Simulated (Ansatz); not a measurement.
**Run report: MgO₂, geometry relaxation (part 1 of 2)**

- system: MgO₂ (R-3m, 3 atoms in the cell)
- method: DFT PBEsol, scalar-relativistic, plane waves, PAW, PAW set soft_1, no spin polarisation (Ansatz 0.2.0)

The structure derives from a Materials Project entry.

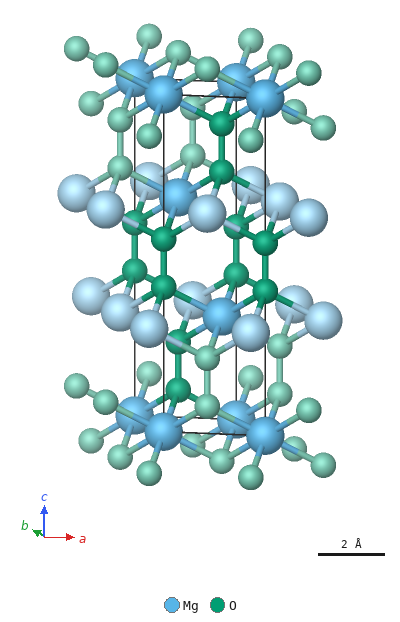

*The input geometry (ball-and-stick view of the cell 3 times as large as that of the calculation, set on its symmetry axes, seen slightly off an axis; neighbours outside the cell are drawn fainter). An atom can appear more than once, as a periodic image.*

Input file:
```yaml
crystal:
  lattice:
    - [1.604761016, 0.9265092046, 3.4939788749]
    - [-1.604761016, 0.9265092046, 3.4939788749]
    - [0.0, -1.8530184092, 3.4939788749]
  atoms:
    - { symbol: Mg, position: [0.0, 0.0, 0.0] }
    - { symbol: O, position: [0.428786, 0.428786, 0.428786] }
    - { symbol: O, position: [0.571214, 0.571214, 0.571214] }
basis:
  ecutwfc: 520.0
kpoints:
  mp_grid: { grid: [12, 12, 12] }
hamiltonian:
  xc: pbesol
  pseudopotentials: { kind: paw, azcp: { folder: soft_1 } }
scf:
  occupations: { method: gaussian, width: 0.02 }
output:
  forces: true
  stress: true
  eigenvalues: true
  write_density: true
  write_potential: true
  elf: true
  volumetric_format: npy
relax:
  adjacent_minimum: "off"
  f_tol: 0.005
  max_steps: 80
  cell: { stress_tol: 0.05 }
```

Launch command:
```bash
ansatz run input.yaml --threads 2 --pin off --max-ram 4096MiB --backend cpu --events-out ev --progress --plain --runs-dir out
```

The program's output:
```
Warning: [file] the record states the generating functional pbe (its physics header spells it `PBE`), which answers neither for hamiltonian.xc's functional nor for the pbesol family's — results may be inconsistent (PPs are generated against a specific XC)
Warning: [file] the record states the generating functional pbe (its physics header spells it `PBE`), which answers neither for hamiltonian.xc's functional nor for the pbesol family's — results may be inconsistent (PPs are generated against a specific XC)
Engine: ansatz 0.2.0, aarch64-unknown-linux-gnu
Pseudopotentials: kind: paw
Pseudopotential: Mg, paw, valence charge 10, recommended cutoff 420 eV (normal), [file]
Pseudopotential: O, paw, valence charge 6, recommended cutoff 420 eV (normal), [file]
Functional definition: PBEsol
  exchange = pbesol_x
  correlation = pbesol_c
Crystal: 3 atoms, lattice volume = 31.170 Å³
Basis set: ecut = 520 eV, 835 PW (Γ), exchange–correlation on 60×60×60 points (8 copies of the dense FFT grid, shifted against one another)
Bands: 15, of which v1, the nominal top of the filled ones, is band 11 counted from 1 (10 counted from 0)
Symmetry: 12 space group operations
Space group: R-3m (ITA 166), of the structure as read, at distance tolerance 3.1e-5 Å
k-points: 189 of 1728
Non-local potential: Mg, projectors of the file, l = 0: 3, l = 1: 2, l = 2: 1
Non-local potential: O, projectors of the file, l = 0: 2, l = 1: 2, l = 2: 1
PAW form: soft (Blöchl's): semilocal exchange-correlation on the pseudo side does not see the compensation charge
PAW frozen core: Mg, regenerated for the run's functional, and the local potential with it (the file was generated under x = pbe(κ = 0.804, μ = 0.2195149727645171), c = pbe(β = 0.06672455060314922))
PAW frozen core: O, regenerated for the run's functional, and the local potential with it (the file was generated under x = pbe(κ = 0.804, μ = 0.2195149727645171), c = pbe(β = 0.06672455060314922))
PAW one-centre angular grid: Mg, 110 points (default); XC on 64 Gauss nodes
PAW one-centre angular grid: O, 110 points (default); XC on 64 Gauss nodes
Initial density: superposition of atomic densities (chi_scale 0.1, normalization cell, long waves kept (reshape's long-wave potential 0.01 eV rms))
Initial wavefunctions: pseudopotential atomic-orbital guess
Functional: x = pbesol(κ = 0.804, μ = 0.12345679012345678), c = pbesol(β = 0.046)
SCF iter   1: F=—  HF=-3034.980235 eV  |F-HF|=—  |Δ(HF+E_count)|=         —  Δρ=1.34e-1  dr2=3.49e0  ethr=3.10e-3  ⟨swp⟩=6.0  Hψ=16041  notcnv=0
preconditioner: auto → none  [insulator: Δε(μ)=2.687 eV  Ē_g=15.787 eV  σ=0.020 eV  W_gap=1.00  n_scr=14 (ndim 8)  ℏωp=24.9 eV  f_vac=0.000  D(μ)=0.00/eV (n_scr^D=0)  ε∞_Penn≈3.5]
SCF iter   2: F=—  HF=-3033.725255 eV  |F-HF|=—  |Δ(HF+E_count)|=    1.25e0  Δρ=5.25e-2  dr2=3.35e-1  ethr=3.10e-3  ⟨swp⟩=3.0  Hψ=7509  notcnv=0
SCF iter   3: F=—  HF=-3033.655810 eV  |F-HF|=—  |Δ(HF+E_count)|=   6.94e-2  Δρ=1.19e-2  dr2=1.51e-2  ethr=1.52e-3  ⟨swp⟩=3.1  Hψ=5322  notcnv=0  defer=1
SCF iter   4: F=—  HF=-3033.658449 eV  |F-HF|=—  |Δ(HF+E_count)|=   2.64e-3  Δρ=9.14e-4  dr2=1.87e-4  ethr=6.87e-5  ⟨swp⟩=2.1  Hψ=6802  notcnv=0
SCF iter   5: F=—  HF=-3033.658591 eV  |F-HF|=—  |Δ(HF+E_count)|=   1.42e-4  Δρ=2.40e-4  dr2=1.23e-5  ethr=8.49e-7  ⟨swp⟩=2.8  Hψ=4834  notcnv=0
SCF iter   6: F=—  HF=-3033.658606 eV  |F-HF|=—  |Δ(HF+E_count)|=   1.43e-5  Δρ=2.57e-5  dr2=7.18e-8  ethr=4.55e-10  ⟨swp⟩=8.1  Hψ=23174  notcnv=0
SCF iter   7: F=-3033.658606 eV  HF=-3033.658606 eV  |F-HF|=8.09e-9  |Δ(HF+E_count)|=   2.20e-8  Δρ=7.89e-6  dr2=1.28e-8  ethr=3.27e-10  ⟨swp⟩=5.9  Hψ=17088  notcnv=0
SCF 1 converged in 7 iterations: F = -3033.658606 eV  dr2 = 1.28e-8
  greatest PAW one-centre occupation: 1.000 electrons in one spin orbital (limit 2), on the Mg atom at site 0 (counted from 0), in its partial waves of l = 0
relax step   1: F+E_penalty+E_count = -3033.65860574 eV  Δ(F+E_penalty+E_count) = +0.000e0 eV  max|allowed force component| = 3.294e-1 eV/Å  Δτ_max = 0.0000 Å  P = -4.832 GPa  Ω = 31.170 Å³  (7 SCF iters, dr2 threshold 1.00e-7 eV, accepted)
Crystal: 3 atoms, lattice volume = 30.667 Å³
Basis set: ecut = 520 eV, 805 PW (Γ), exchange–correlation on 60×60×60 points (8 copies of the dense FFT grid, shifted against one another)
Initial density: handed on by an earlier stage of this run
Initial wavefunctions: those handed on with the density
iter 1 solved again at ethr=1.15e-5 eV; its pass at ethr=3.10e-3 eV (dr2=2.53e-3 eV) is discarded
SCF iter   1: F=—  HF=-3033.672301 eV  |F-HF|=—  |Δ(HF+E_count)|=         —  Δρ=3.09e-3  dr2=2.55e-3  ethr=1.15e-5  ⟨swp⟩=1.0  Hψ=18165  notcnv=0
preconditioner: auto → none  [insulator: Δε(μ)=2.413 eV  Ē_g=16.339 eV  σ=0.020 eV  W_gap=1.00  n_scr=14 (ndim 8)  ℏωp=25.1 eV  f_vac=0.034  D(μ)=0.00/eV (n_scr^D=0)  ε∞_Penn≈3.4]
SCF iter   2: F=—  HF=-3033.671323 eV  |F-HF|=—  |Δ(HF+E_count)|=   9.78e-4  Δρ=7.62e-4  dr2=1.24e-4  ethr=1.15e-5  ⟨swp⟩=2.0  Hψ=4537  notcnv=0
SCF iter   3: F=—  HF=-3033.671324 eV  |F-HF|=—  |Δ(HF+E_count)|=   9.70e-7  Δρ=2.71e-4  dr2=1.12e-5  ethr=5.66e-7  ⟨swp⟩=2.7  Hψ=4153  notcnv=0
SCF iter   4: F=-3033.671328 eV  HF=-3033.671328 eV  |F-HF|=3.14e-8  |Δ(HF+E_count)|=   4.63e-6  Δρ=1.57e-5  dr2=6.37e-8  ethr=1.36e-9  ⟨swp⟩=8.4  Hψ=22130  notcnv=0
SCF 2 converged in 4 iterations: F = -3033.671328 eV  dr2 = 6.37e-8
relax step   2: F+E_penalty+E_count = -3033.67132836 eV  Δ(F+E_penalty+E_count) = -1.272e-2 eV  max|allowed force component| = 1.777e-1 eV/Å  Δτ_max = 0.0006 Å  P = -2.584 GPa  Ω = 30.667 Å³  energy of the carried Pulay correction = +8.452e-5 eV  (4 SCF iters, dr2 threshold 3.00e-7 eV, accepted)
Crystal: 3 atoms, lattice volume = 30.002 Å³
Basis set: ecut = 520 eV, 787 PW (Γ), exchange–correlation on 60×60×60 points (8 copies of the dense FFT grid, shifted against one another)
iter 1 solved again at ethr=1.11e-5 eV; its pass at ethr=3.10e-3 eV (dr2=2.45e-3 eV) is discarded
SCF iter   1: F=—  HF=-3033.678032 eV  |F-HF|=—  |Δ(HF+E_count)|=         —  Δρ=3.35e-3  dr2=2.47e-3  ethr=1.11e-5  ⟨swp⟩=1.1  Hψ=18124  notcnv=0
preconditioner: auto → none  [insulator: Δε(μ)=2.508 eV  Ē_g=16.566 eV  σ=0.020 eV  W_gap=1.00  n_scr=8 (ndim 8)  ℏωp=25.4 eV  f_vac=0.031  D(μ)=0.00/eV (n_scr^D=0)  ε∞_Penn≈3.3]
SCF iter   2: F=—  HF=-3033.677163 eV  |F-HF|=—  |Δ(HF+E_count)|=   8.69e-4  Δρ=1.46e-3  dr2=2.39e-4  ethr=1.11e-5  ⟨swp⟩=2.0  Hψ=4537  notcnv=0
SCF iter   3: F=—  HF=-3033.677150 eV  |F-HF|=—  |Δ(HF+E_count)|=   1.28e-5  Δρ=4.03e-4  dr2=1.88e-5  ethr=1.09e-6  ⟨swp⟩=2.4  Hψ=4079  notcnv=0
SCF iter   4: F=—  HF=-3033.677154 eV  |F-HF|=—  |Δ(HF+E_count)|=   3.68e-6  Δρ=1.50e-4  dr2=4.62e-6  ethr=8.53e-8  ⟨swp⟩=2.0  Hψ=3908  notcnv=0
SCF iter   5: F=-3033.677153 eV  HF=-3033.677153 eV  |F-HF|=5.01e-8  |Δ(HF+E_count)|=   7.43e-7  Δρ=2.93e-5  dr2=7.01e-8  ethr=1.36e-9  ⟨swp⟩=7.8  Hψ=19692  notcnv=0
SCF 3 converged in 5 iterations: F = -3033.677153 eV  dr2 = 7.01e-8
relax step   3: F+E_penalty+E_count = -3033.67715301 eV  Δ(F+E_penalty+E_count) = -5.825e-3 eV  max|allowed force component| = 1.802e-2 eV/Å  Δτ_max = 0.0043 Å  P = +0.178 GPa  Ω = 30.002 Å³  energy of the carried Pulay correction = +1.986e-4 eV  (5 SCF iters, dr2 threshold 3.00e-7 eV, accepted)
Crystal: 3 atoms, lattice volume = 30.045 Å³
Basis set: ecut = 520 eV, 799 PW (Γ), exchange–correlation on 60×60×60 points (8 copies of the dense FFT grid, shifted against one another)
iter 1 solved again at ethr=6.64e-8 eV; its pass at ethr=3.10e-3 eV (dr2=1.46e-5 eV) is discarded
SCF iter   1: F=—  HF=-3033.677183 eV  |F-HF|=—  |Δ(HF+E_count)|=         —  Δρ=3.14e-4  dr2=1.49e-5  ethr=6.64e-8  ⟨swp⟩=2.7  Hψ=16683  notcnv=0
preconditioner: auto → none  [insulator: Δε(μ)=2.487 eV  Ē_g=16.561 eV  σ=0.020 eV  W_gap=1.00  n_scr=8 (ndim 8)  ℏωp=25.3 eV  f_vac=0.036  D(μ)=0.00/eV (n_scr^D=0)  ε∞_Penn≈3.3]
SCF iter   2: F=—  HF=-3033.677179 eV  |F-HF|=—  |Δ(HF+E_count)|=   3.64e-6  Δρ=1.22e-4  dr2=1.51e-6  ethr=6.64e-8  ⟨swp⟩=2.0  Hψ=3779  notcnv=0
SCF iter   3: F=—  HF=-3033.677179 eV  |F-HF|=—  |Δ(HF+E_count)|=   1.17e-7  Δρ=5.36e-5  dr2=2.15e-7  ethr=6.85e-9  ⟨swp⟩=2.1  Hψ=3777  notcnv=0
SCF iter   4: F=-3033.677179 eV  HF=-3033.677179 eV  |F-HF|=1.84e-9  |Δ(HF+E_count)|=   8.70e-9  Δρ=1.35e-5  dr2=1.78e-8  ethr=3.98e-10  ⟨swp⟩=9.3  Hψ=18683  notcnv=0
SCF 4 converged in 4 iterations: F = -3033.677179 eV  dr2 = 1.78e-8
relax step   4: F+E_penalty+E_count = -3033.67717886 eV  Δ(F+E_penalty+E_count) = -2.584e-5 eV  max|allowed force component| = 2.644e-3 eV/Å  Δτ_max = 0.0005 Å  P = -0.000 GPa  Ω = 30.045 Å³  energy of the carried Pulay correction = +1.911e-4 eV  (4 SCF iters, dr2 threshold 8.77e-8 eV, accepted)
Initial wavefunctions: pseudopotential atomic-orbital guess (no wavefunctions were taken with the density)
iter 1 solved again at ethr=9.45e-8 eV; its pass at ethr=3.10e-3 eV (dr2=2.08e-5 eV) is discarded
SCF iter   1: F=—  HF=-3033.676980 eV  |F-HF|=—  |Δ(HF+E_count)|=         —  Δρ=5.24e-5  dr2=9.11e-8  ethr=9.45e-8  ⟨swp⟩=4.3  Hψ=24590  notcnv=0
preconditioner: auto → none  [insulator: Δε(μ)=2.488 eV  Ē_g=16.560 eV  σ=0.020 eV  W_gap=1.00  n_scr=8 (ndim 8)  ℏωp=25.3 eV  f_vac=0.036  D(μ)=0.00/eV (n_scr^D=0)  ε∞_Penn≈3.3]
SCF iter   2: F=—  HF=-3033.676982 eV  |F-HF|=—  |Δ(HF+E_count)|=   1.93e-6  Δρ=2.65e-5  dr2=2.03e-8  ethr=4.14e-10  ⟨swp⟩=2.1  Hψ=4627  notcnv=0
SCF iter   3: F=—  HF=-3033.676982 eV  |F-HF|=—  |Δ(HF+E_count)|=   3.36e-8  Δρ=5.56e-6  dr2=6.60e-9  ethr=9.21e-11  ⟨swp⟩=2.1  Hψ=3978  notcnv=0
SCF iter   4: F=—  HF=-3033.676982 eV  |F-HF|=—  |Δ(HF+E_count)|=   1.65e-9  Δρ=7.27e-7  dr2=4.26e-11  ethr=3.00e-11  ⟨swp⟩=2.0  Hψ=3785  notcnv=0
SCF iter   5: F=-3033.676982 eV  HF=-3033.676982 eV  |F-HF|=2.73e-12  |Δ(HF+E_count)|=  2.73e-11  Δρ=1.42e-7  dr2=4.15e-12  ethr=1.00e-12  ⟨swp⟩=6.0  Hψ=13169  notcnv=0
SCF 5 converged in 5 iterations: F = -3033.676982 eV  dr2 = 4.15e-12
relax step   5: F+E_penalty+E_count = -3033.67698243 eV  Δ(F+E_penalty+E_count) = +1.964e-4 eV  max|allowed force component| = 2.514e-3 eV/Å  Δτ_max = 0.0000 Å  P = +0.004 GPa  Ω = 30.045 Å³  stress off target by 2.96e-2 GPa  SCF on the basis re-selected at this cell (its energy is not comparable with the rows above)  (5 SCF iters)
```

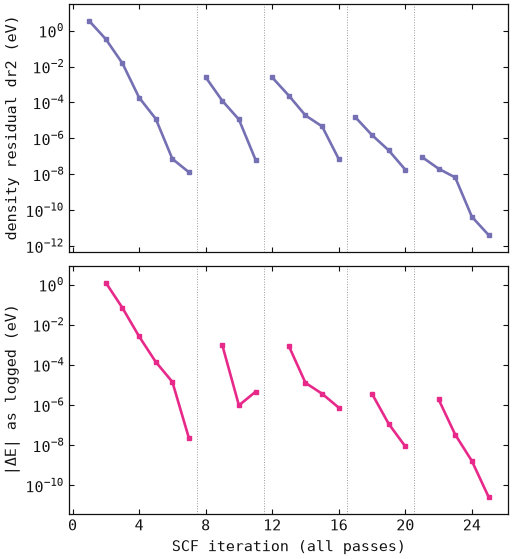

*Convergence of the self-consistent field: density residual dr2 and size of the energy change against the SCF iteration. The dotted lines part the SCF passes of the relaxation: geometry steps, rejected trials and re-solves on a re-selected basis.*

The 5 passes take 4 to 7 iterations each, 25 in all.

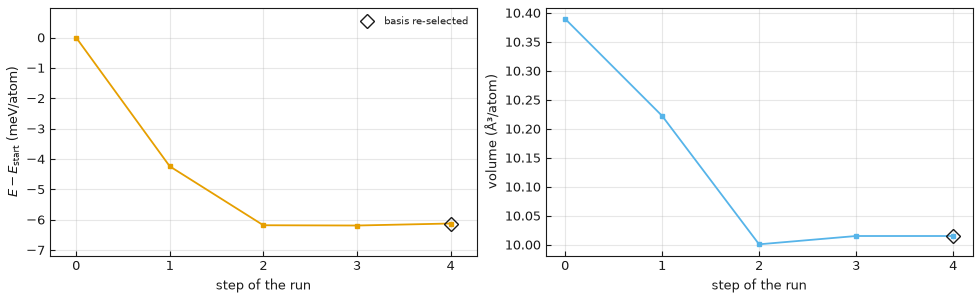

*Progress of the relaxation, step by step (the first geometry is step 0 here and step 1 in the log).*
